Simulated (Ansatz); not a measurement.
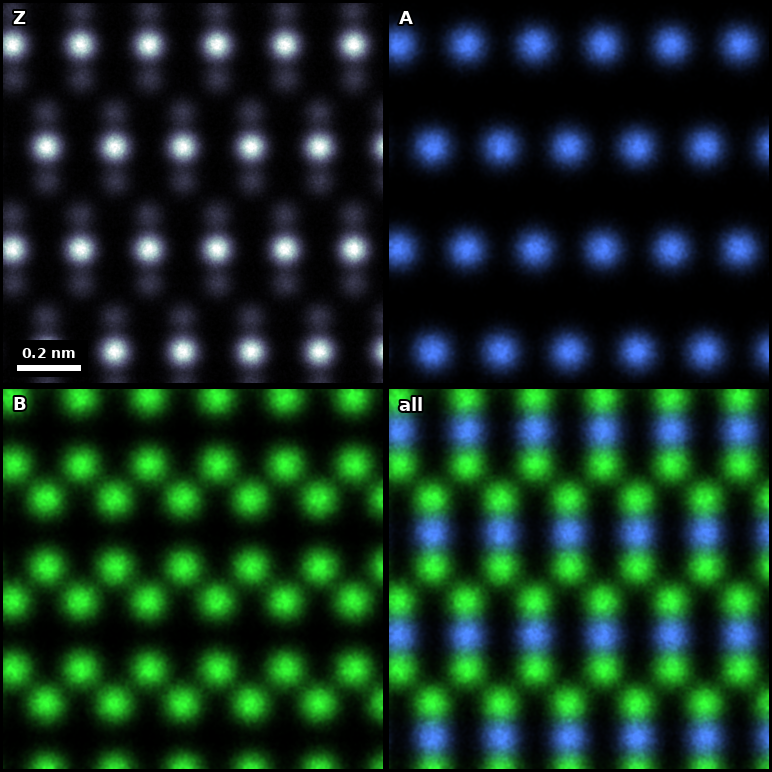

PtSe$_{2}$ (P-3m1, No. 164) along [201]. Panel Z: The image is simulated as a sum over atoms of Z^1.8, blurred by a 0.72 Å probe (no channelling). Shot noise was added. The other panels are simulated element maps (the number of atoms of one element along the beam, blurred by 0.9 Å, with counting noise; each on its own scale, no channelling); the last overlays them. Atomic positions: a calculation's starting geometry; the starting structure was generated, so it need not be a known form of this composition.

```yaml
crystal:
  lattice:
    - [3.72865, 0.00000, 0.00000]
    - [-1.86433, 3.22911, 0.00000]
    - [0.00000, 0.00000, 5.27716]
  atoms:
    - { symbol: Pt, position: [0.00000, 0.00000, 0.00000] }
    - { symbol: Se, position: [0.33333, 0.66667, 0.24622] }
    - { symbol: Se, position: [0.66667, 0.33333, 0.75378] }
```

Which element does each lettered map show?

Answer. A: Pt, B: Se. The projected cell (2.15 × 3.40 Å, 108°) holds 3 columns: 2 of Se and 1 of Pt. No column is shared by two of the mapped elements.
